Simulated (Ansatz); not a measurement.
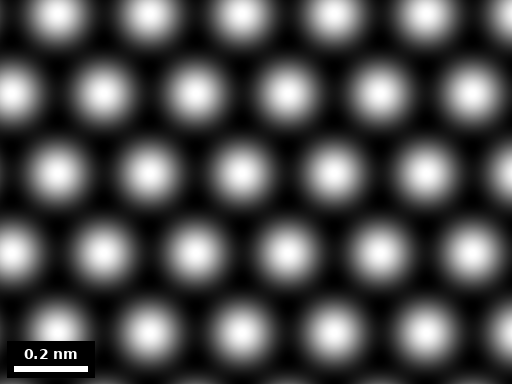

Integrated-DPC-like image of Rh (Im-3m, No. 229). Simulated as the projected potential of neutral atoms (B = 0.5 Å²) blurred by a 1.30 Å probe, the thin-sample limit of integrated differential phase contrast. Atomic positions: the input geometry of a calculation; the starting structure was generated, so it need not be a known form of this composition.

```
Rh
1.0
     3.08690    0.00000    0.00000
     0.00000    3.08690    0.00000
     0.00000    0.00000    3.08690
Rh
2
Direct
  0.00000 0.00000 0.00000
  0.50000 0.50000 0.50000
```

Question: Which beam direction gives this image, [210], [111], [110] or [001]? (Directions equivalent by symmetry count as one.)

Answer: [111]. The projected cells are 1.38 × 1.69 Å, 114° for [210]; 2.52 × 2.52 Å, 120° for [111]; 1.54 × 2.18 Å, 90° for [110]; 2.18 × 2.18 Å, 90° for [001], and the image repeats as the [111] one does.
